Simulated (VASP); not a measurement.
# CdO: geometry relaxation (part 2 of 3)

Continued. System: CdO (slab, 8 atoms in the cell). Method: Kohn-Sham DFT of a periodic cell, PBEsol, VASP PAW PBE potentials, recommended, no spin polarisation (VASP 6.6.1); cutoff 520 eV, 10×10×1 k-mesh, methfessel-paxton of 0.1 eV. The structure derives from an entry of the Crystallography Open Database.

Geometry of the input (Å; fractional positions):
```
3.3227  0.0000  0.0000
0.0000  3.3227  0.0000
0.0000  0.0000  23.0485
Cd 0.5000  0.5000  0.3471
Cd 1.0000  0.0000  0.4490
Cd 0.5000  0.5000  0.5510
Cd 1.0000  0.0000  0.6529
O  1.0000  1.0000  0.3471
O  0.5000  0.5000  0.4490
O  1.0000  1.0000  0.5510
O  0.5000  0.5000  0.6529
```

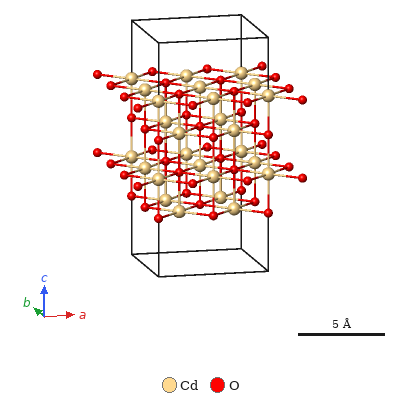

The structure as given in the input (ball-and-stick view of the 2 × 2 repeat of the cell, with the vacuum cut short, seen slightly off an axis; bonded neighbours outside the cell are drawn too). An atom can appear more than once, as a periodic image.

## Parts of OUTCAR, continued
```
 Following reciprocal coordinates:
            Coordinates               Weight
  0.000000  0.000000  0.000000      1.000000
  0.100000  0.000000  0.000000      4.000000
  0.200000  0.000000  0.000000      4.000000
  0.300000  0.000000  0.000000      4.000000
  0.400000  0.000000  0.000000      4.000000
  0.500000  0.000000  0.000000      2.000000
  0.100000  0.100000  0.000000      4.000000
  0.200000  0.100000  0.000000      8.000000
  0.300000  0.100000  0.000000      8.000000
  0.400000  0.100000  0.000000      8.000000
  0.500000  0.100000  0.000000      4.000000
  0.200000  0.200000  0.000000      4.000000
  0.300000  0.200000  0.000000      8.000000
  0.400000  0.200000  0.000000      8.000000
  0.500000  0.200000  0.000000      4.000000
  0.300000  0.300000  0.000000      4.000000
  0.400000  0.300000  0.000000      8.000000
  0.500000  0.300000  0.000000      4.000000
  0.400000  0.400000  0.000000      4.000000
  0.500000  0.400000  0.000000      4.000000
  0.500000  0.500000  0.000000      1.000000
   k-points           NKPTS =     21   k-points in BZ     NKDIM =     21   number of bands    NBANDS=     43
   number of dos      NEDOS =    301   number of ions     NIONS =      8
   total plane-waves  NPLWV = 141120
   dimension x,y,z NGX =    28 NGY =   28 NGZ =  180
   dimension x,y,z NGXF=    56 NGYF=   56 NGZF=  360
   ions per type =               4   4
   NGX,Y,Z   is equivalent  to a cutoff of  14.01, 14.01, 12.98 a.u.
   NGXF,Y,Z  is equivalent  to a cutoff of  28.02, 28.02, 25.97 a.u.
 SYSTEM =  unknown system
   PREC   = accura    normal or accurate (medium, high low for compatibility)
   ISTART =      0    job   : 0-new  1-cont  2-samecut
   ICHARG =      2    charge: 1-file 2-atom 10-const
   ISPIN  =      1    spin polarized calculation?
   LNONCOLLINEAR =      F non collinear calculations
   LSORBIT =      F    spin-orbit coupling
   LASPH  =      T    aspherical Exc in radial PAW
   ENCUT  =  520.0 eV  38.22 Ry    6.18 a.u.   6.18  6.18 42.85*2*pi/ulx,y,z
   NELM   =     60;   NELMIN=  2; NELMDL= -5     # of ELM steps
   EDIFF  = 0.1E-06   stopping-criterion for ELM
   LREAL  =      F    real-space projection
   EDIFFG = -.1E-01   stopping-criterion for IOM
   NSW    =    100    number of steps for IOM
   IBRION =      2    ionic relax: 0-MD 1-quasi-New 2-CG
   NFREE  =      1    steps in history (QN), initial steepest desc. (CG)
   ISIF   =      2    stress and relaxation
   ISYM   =      2    0-nonsym 1-usesym 2-fastsym
   POTIM  = 0.5000    time-step for ionic-motion
   TEBEG  =    0.0;   TEEND  =   0.0 temperature during run
   PSTRESS=    0.0 pullay stress
   NELECT =      72.0000    total number of electrons
   NUPDOWN=      -1.0000    fix difference up-down
   EMIN   =  10.00;   EMAX   =-10.00  energy-range for DOS
   EFERMI =   0.00;   METHOD = LEGACY
   ISMEAR =     1;   SIGMA  =   0.10  broadening in eV -4-tet -1-fermi 0-gaus
   EFERMI_NEDOS =   21; number of points for ismear=-14 and -15
   IALGO  =     38    algorithm
   IMIX   =      4    mixing-type and parameters
     AMIX     =   0.40;   BMIX     =  1.00
     AMIX_MAG =   1.60;   BMIX_MAG =  1.00
  volume/ion in A,a.u.               =      31.81       214.65
  Fermi-wavevector in a.u.,A,eV,Ry     =   1.074759  2.031000 15.716187  1.155107
  Thomas-Fermi vector in A             =   2.210596
   LORBIT       =      0    0 simple, 1 ext, 2 COOP (PROOUT), +10 PAW based schemes
   GGA     = PS    functional components
   LHFCALC =     F    Hartree Fock is set to
   AEXX    =    0.0000 exact exchange contribution
   IVDW    =     0    specifies the selected vdW correction
   LEPSILON=     F    determine dielectric tensor
   LRPA    =     F    only Hartree local field effects (RPA)
 conjugate gradient relaxation of ions
 non-spin polarized calculation
 Methfessel and Paxton  Order N= 1 SIGMA  =   0.10
  energy-cutoff  :      520.00
  volume of cell :      254.46
 maximum number of plane-waves:      6904
 NGX is ok and might be reduce to    28
   NGX = 13   NGY = 13   NGZ = 85

--------------------------------------- Ionic step        1  -------------------------------------------

 number of electron      72.0000020 magnetization

 Free energy of the ion-electron system (eV)
  ---------------------------------------------------
  ext. energy  EPLUGINS =         0.00000000
  ---------------------------------------------------
  free energy    TOTEN  =       -33.08481786 eV

  energy without entropy =      -33.08510970  energy(sigma->0) =      -33.08491514

------------------------ aborting loop because EDIFF is reached ----------------------------------------

  FORCE on cell =-STRESS in cart. coord.  units (eV):
  Direction    XX          YY          ZZ          XY          YZ          ZX
  --------------------------------------------------------------------------------------
  -------------------------------------------------------------------------------------
  Total       -3.8567318     -3.8567318      0.0398064      0.0000000      0.0000000      0.0000000
  in kB      -24.2832302    -24.2832302      0.2506342      0.0000000      0.0000000      0.0000000
  external PRESSURE =     -16.1052754 kB  Pullay stress =       0.0000000 kB

 VOLUME and BASIS-vectors are now :
 -----------------------------------------------------------------------------
  energy-cutoff  :      520.00
  volume of cell :      254.46
      direct lattice vectors                 reciprocal lattice vectors
     3.322694765  0.000000000  0.000000000     0.300960537  0.000000000  0.000000000
     0.000000000  3.322694765  0.000000000     0.000000000  0.300960537  0.000000000
     0.000000000  0.000000000 23.048500000     0.000000000  0.000000000  0.043386771

 POSITION                                       TOTAL-FORCE (eV/Angst)
 -----------------------------------------------------------------------------------
      1.66135      1.66135      8.00000         0.000000      0.000000      0.090470
      0.00000      0.00000     10.34950         0.000000     -0.000000     -0.051276
      1.66135      1.66135     12.69900         0.000000      0.000000      0.051276
      0.00000      0.00000     15.04850        -0.000000     -0.000000     -0.090470
      0.00000      0.00000      8.00000         0.000000      0.000000     -0.089053
      1.66135      1.66135     10.34950        -0.000000      0.000000     -0.011926
      0.00000      0.00000     12.69900         0.000000     -0.000000      0.011926
      1.66135      1.66135     15.04850        -0.000000     -0.000000      0.089053
 -----------------------------------------------------------------------------------
    total drift:                                0.000000      0.000000      0.000000

  FREE ENERGIE OF THE ION-ELECTRON SYSTEM (eV)
  ---------------------------------------------------
  free  energy   TOTEN  =       -33.0848178581 eV

  energy  without entropy=      -33.0851097033  energy(sigma->0) =      -33.08491514

--------------------------------------- Ionic step        2  -------------------------------------------

 number of electron      72.0000020 magnetization

------------------------ aborting loop because EDIFF is reached ----------------------------------------

  FORCE on cell =-STRESS in cart. coord.  units (eV):
  Direction    XX          YY          ZZ          XY          YZ          ZX
  --------------------------------------------------------------------------------------
  -------------------------------------------------------------------------------------
  Total       -3.8404321     -3.8404321      0.0578723      0.0000000      0.0000000      0.0000000
  in kB      -24.1806021    -24.1806021      0.3643825      0.0000000      0.0000000      0.0000000
  external PRESSURE =     -15.9989406 kB  Pullay stress =       0.0000000 kB

 VOLUME and BASIS-vectors are now :
 -----------------------------------------------------------------------------
  energy-cutoff  :      520.00
  volume of cell :      254.46
      direct lattice vectors                 reciprocal lattice vectors
     3.322694765  0.000000000  0.000000000     0.300960537  0.000000000  0.000000000
     0.000000000  3.322694765  0.000000000     0.000000000  0.300960537  0.000000000
     0.000000000  0.000000000 23.048500000     0.000000000  0.000000000  0.043386771

 POSITION                                       TOTAL-FORCE (eV/Angst)
 -----------------------------------------------------------------------------------
      1.66135      1.66135      8.00436         0.000000      0.000000      0.048997
      0.00000      3.32269     10.34703         0.000000     -0.000000     -0.034556
      1.66135      1.66135     12.70147         0.000000     -0.000000      0.034556
      3.32269      3.32269     15.04414         0.000000     -0.000000     -0.048997
      0.00000      0.00000      7.99570         0.000000     -0.000000     -0.061200
      1.66135      1.66135     10.34892         0.000000     -0.000000      0.006183
      0.00000      3.32269     12.69958         0.000000      0.000000     -0.006183
      1.66135      1.66135     15.05280        -0.000000      0.000000      0.061200
 -----------------------------------------------------------------------------------
    total drift:                                0.000000      0.000000      0.000000

  FREE ENERGIE OF THE ION-ELECTRON SYSTEM (eV)
  ---------------------------------------------------
  free  energy   TOTEN  =       -33.0862887151 eV

  energy  without entropy=      -33.0865582399  energy(sigma->0) =      -33.08637856

--------------------------------------- Ionic step        3  -------------------------------------------

 number of electron      72.0000022 magnetization

 dipolmoment           0.000000      0.000000      0.000000 electrons x Angstroem

------------------------ aborting loop because EDIFF is reached ----------------------------------------

  FORCE on cell =-STRESS in cart. coord.  units (eV):
  Direction    XX          YY          ZZ          XY          YZ          ZX
  --------------------------------------------------------------------------------------
  -------------------------------------------------------------------------------------
  Total       -3.8144247     -3.8144247      0.0911024      0.0000000      0.0000000     -0.0000000
  in kB      -24.0168510    -24.0168510      0.5736103      0.0000000      0.0000000     -0.0000000
  external PRESSURE =     -15.8200306 kB  Pullay stress =       0.0000000 kB

 VOLUME and BASIS-vectors are now :
 -----------------------------------------------------------------------------
  energy-cutoff  :      520.00
  volume of cell :      254.46
      direct lattice vectors                 reciprocal lattice vectors
     3.322694765  0.000000000  0.000000000     0.300960537  0.000000000  0.000000000
     0.000000000  3.322694765  0.000000000     0.000000000  0.300960537  0.000000000
     0.000000000  0.000000000 23.048500000     0.000000000  0.000000000  0.043386771

 POSITION                                       TOTAL-FORCE (eV/Angst)
 -----------------------------------------------------------------------------------
      1.66135      1.66135      8.01128        -0.000000     -0.000000     -0.017705
      0.00000      0.00000     10.34311         0.000000      0.000000     -0.008119
      1.66135      1.66135     12.70539         0.000000     -0.000000      0.008119
      0.00000      0.00000     15.03722         0.000000      0.000000      0.017705
      0.00000      0.00000      7.98889        -0.000000     -0.000000     -0.017407
      1.66135      1.66135     10.34801         0.000000      0.000000      0.035454
      0.00000      0.00000     12.70049         0.000000     -0.000000     -0.035454
      1.66135      1.66135     15.05961         0.000000      0.000000      0.017407
 -----------------------------------------------------------------------------------
    total drift:                                0.000000      0.000000     -0.000000

  FREE ENERGIE OF THE ION-ELECTRON SYSTEM (eV)
  ---------------------------------------------------
  free  energy   TOTEN  =       -33.0871725539 eV

  energy  without entropy=      -33.0874421411  energy(sigma->0) =      -33.08726242

--------------------------------------- Ionic step        4  -------------------------------------------

 number of electron      72.0000022 magnetization

------------------------ aborting loop because EDIFF is reached ----------------------------------------

  FORCE on cell =-STRESS in cart. coord.  units (eV):
  Direction    XX          YY          ZZ          XY          YZ          ZX
  --------------------------------------------------------------------------------------
  -------------------------------------------------------------------------------------
  Total       -3.8281033     -3.8281033      0.0529356      0.0000000      0.0000000     -0.0000000
  in kB      -24.1029759    -24.1029759      0.3332999      0.0000000      0.0000000     -0.0000000
  external PRESSURE =     -15.9575507 kB  Pullay stress =       0.0000000 kB

 VOLUME and BASIS-vectors are now :
 -----------------------------------------------------------------------------
  energy-cutoff  :      520.00
  volume of cell :      254.46
      direct lattice vectors                 reciprocal lattice vectors
     3.322694765  0.000000000  0.000000000     0.300960537  0.000000000  0.000000000
     0.000000000  3.322694765  0.000000000     0.000000000  0.300960537  0.000000000
     0.000000000  0.000000000 23.048500000     0.000000000  0.000000000  0.043386771

 POSITION                                       TOTAL-FORCE (eV/Angst)
 -----------------------------------------------------------------------------------
      1.66135      1.66135      8.01077         0.000000     -0.000000     -0.012723
      0.00000      0.00000     10.34224        -0.000000     -0.000000     -0.006052
      1.66135      1.66135     12.70626        -0.000000      0.000000      0.006052
      0.00000      0.00000     15.03773        -0.000000      0.000000      0.012723
      3.32269      3.32269      7.98719        -0.000000     -0.000000     -0.010986
      1.66135      1.66135     10.35019        -0.000000      0.000000      0.015393
      0.00000      3.32269     12.69831        -0.000000      0.000000     -0.015393
      1.66135      1.66135     15.06131        -0.000000      0.000000      0.010986
 -----------------------------------------------------------------------------------
    total drift:                                0.000000      0.000000     -0.000000

  FREE ENERGIE OF THE ION-ELECTRON SYSTEM (eV)
  ---------------------------------------------------
  free  energy   TOTEN  =       -33.0873593140 eV

  energy  without entropy=      -33.0876218323  energy(sigma->0) =      -33.08744682
```
